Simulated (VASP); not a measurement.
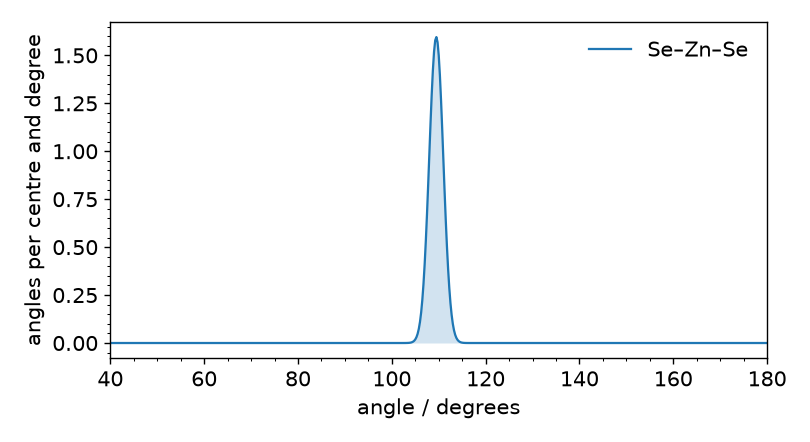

Bond-angle distributions computed from the structure of ZnSe; each angle is a Gaussian of σ = 1.5°. Bonds counted: Se–Zn up to 2.95 Å. It is based on the geometry relaxed with VASP Kohn-Sham DFT of a periodic cell, PBE-EpsX, VASP PAW PBE potentials, recommended (VASP 6.6.1).

**Give the groups of angles for each curve.**

Se–Zn–Se: 109° (6 per centre)

**What coordination geometry do the angles point to, counting the bonds named above alone?**

Zn has 4 Se neighbours in a tetrahedral arrangement.

The structure has space group F-43m (No. 216); other forms of this composition would give other results.
